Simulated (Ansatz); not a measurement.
Consider SnO2.

Input file:

```
crystal:
  lattice:
    - [-2.0263479899, 2.0263479899, 5.1777707813]
    - [2.0263479899, -2.0263479899, 5.1777707813]
    - [2.0263479899, 2.0263479899, -5.1777707813]
  atoms:
    - { symbol: Sn, position: [0.0, 0.0, 0.0] }
    - { symbol: Sn, position: [0.75, 0.25, 0.5] }
    - { symbol: O, position: [0.9525785384, 0.4525785384, 0.5] }
    - { symbol: O, position: [0.2025785384, 0.2025785384, 0.0] }
    - { symbol: O, position: [0.5474214616, 0.0474214616, 0.5] }
    - { symbol: O, position: [0.7974214616, 0.7974214616, 0.0] }
basis:
  ecutwfc: 420
kpoints:
  mp_grid: { grid: [10, 10, 10] }
hamiltonian:
  xc: pbe
scf:
  occupations: { method: gaussian, width: 0.02 }
output:
  forces: true
  stress: true
  eigenvalues: true
  write_density: true
  write_potential: true
  elf: true
  volumetric_format: npy
relax:
  adjacent_minimum: "off"
  f_tol: 0.01
  max_steps: 60
  cell: { stress_tol: 0.1 }
```

Run with:

```sh
ansatz run input.yaml --threads 1 --pin off --max-ram 2560MiB --backend cpu --events-out ev --progress --plain --runs-dir out
```

Below, planes, directions and counts refer to the conventional cell (a = 4.05 Å, b = 4.05 Å, c = 10.36 Å, α = 90.00°, β = 90.00°, γ = 90.00°).

The fields are those of the relaxed geometry.

Space group I4₁/amd; a structure from a database of computed crystals, not necessarily the ambient phase.

All numbers below come from Ansatz 0.2.0, DFT PBE, scalar-relativistic, plane waves, PAW.

What will maps of the valence pseudo-density and electron localisation function show?

Answer. Sn–O (2.10 Å): ρ at the midpoint is about 0.63 e/Å³; the ELF peaks at about 0.80 in the valence shell of O, 0.6 Å from its nucleus, and is about 0.25 at the midpoint: no shared electron pair shows on this line.

Metal or insulator at this level of theory?

Answer. It is gapped, with a Kohn–Sham gap of 1.3 eV on the k-point mesh (the band edges may lie off the mesh, which would make the gap smaller).

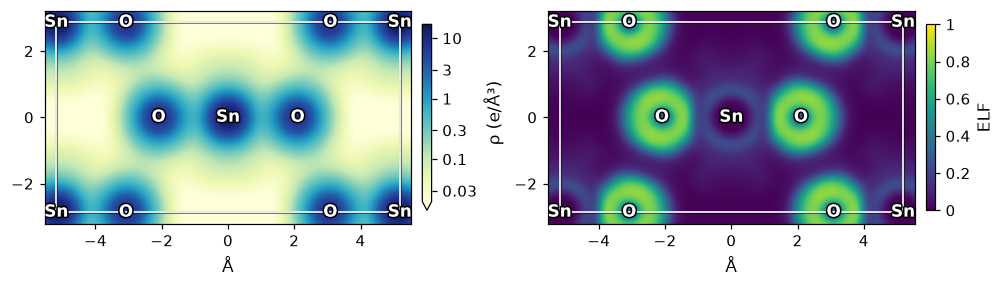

Computed valence pseudo-density and electron localisation function on the (110) plane of the conventional cell, in this order. 

The density is the valence pseudo-density of a PAW calculation; it isn't the true density close to the nuclei.
